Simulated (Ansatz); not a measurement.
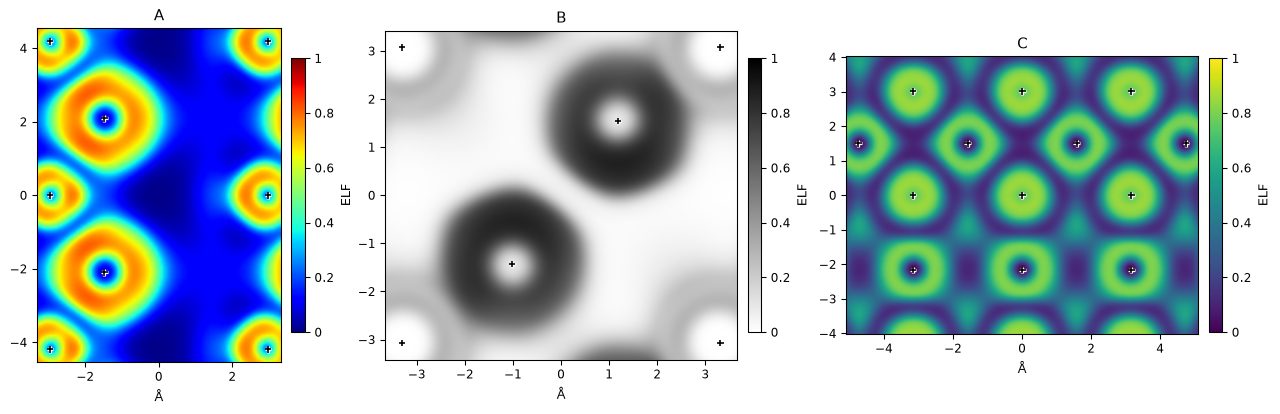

The ELF of 3 systems, each on a plane through atoms (crosses mark nuclei in the plane).

Computed with DFT PBEsol, scalar-relativistic, plane waves, PAW (Ansatz 0.2.0).

System 1: SnSe₂, the (010) plane of the conventional cell. Space group Cm; changed on purpose from its base cell (all Se atoms moved -0.100 Å, as atom 2 towards its neighbour atom 1 (Sn) at 2.716 A); not relaxed (largest force 1.0 eV/Å).

```cif
data_structure
_symmetry_space_group_name_H-M 'P 1'
_symmetry_Int_Tables_number 1
_cell_length_a 6.6146
_cell_length_b 3.8189
_cell_length_c 6.1456
_cell_angle_alpha 90.000
_cell_angle_beta 90.000
_cell_angle_gamma 90.000
_cell_volume 155.24
loop_
_atom_site_label
_atom_site_type_symbol
_atom_site_fract_x
_atom_site_fract_y
_atom_site_fract_z
_atom_site_occupancy
Sn1 Sn 0.00000 0.00000 0.00000 1
Sn2 Sn 0.50000 0.50000 0.00000 1
Se1 Se 0.34561 0.00000 0.26757 1
Se2 Se 0.84561 0.50000 0.26757 1
Se3 Se 0.17894 0.50000 0.75143 1
Se4 Se 0.67894 0.00000 0.75143 1
```

System 2: MoSe, the (101) plane of the conventional cell. Space group F-43m; started from the zinc blende prototype, which need not be the ambient phase; computed pressure about −14 GPa in this cell; computed without spin polarisation.

```
Mo Se
1.0
     5.92727    0.00000    0.00000
     0.00000    0.00000   -5.92727
     0.00000    5.92727    0.00000
Mo Se
4 4
Direct
  0.50000 0.50000 0.00000
  0.00000 0.50000 0.50000
  0.00000 0.00000 0.00000
  0.50000 0.00000 0.50000
  0.25000 0.75000 0.25000
  0.75000 0.75000 0.75000
  0.75000 0.25000 0.25000
  0.25000 0.25000 0.75000
```

System 3: Hf₂N, the (11̄0) plane of the conventional cell. Space group P4₂/mnm; a structure from a database of computed crystals, not necessarily the ambient phase; changed on purpose from its base cell (equal strain along all axes, cell held, atoms relaxed: -2.0 %); computed pressure about 14 GPa in this cell.

```
Hf N
1.0
     5.18963    0.00000    0.00000
     0.00000    5.18963    0.00000
     0.00000    0.00000    3.16290
Hf N
4 2
Direct
  0.29466 0.29466 0.00000
  0.70534 0.70534 0.00000
  0.79466 0.20534 0.50000
  0.20534 0.79466 0.50000
  0.00000 0.00000 0.00000
  0.50000 0.50000 0.50000
```

Q: Which map belongs to which system?

A: Panel A is system 2, MoSe: the plane holds Mo and Se. Mo–Se (2.57 Å): the ELF is about 0.45 at the midpoint. Panel B is system 1, SnSe₂: the plane holds Sn and Se. Sn–Se (2.62 Å): the ELF is about 0.60 at the midpoint. Panel C is system 3, Hf₂N: the plane holds Hf and N. Hf–N (2.16 Å): the ELF peaks at about 0.80 in the valence shell of N, 0.6 Å from its nucleus, and drops to about 0.15 between the two atoms (no shared electron pair shows on this line).
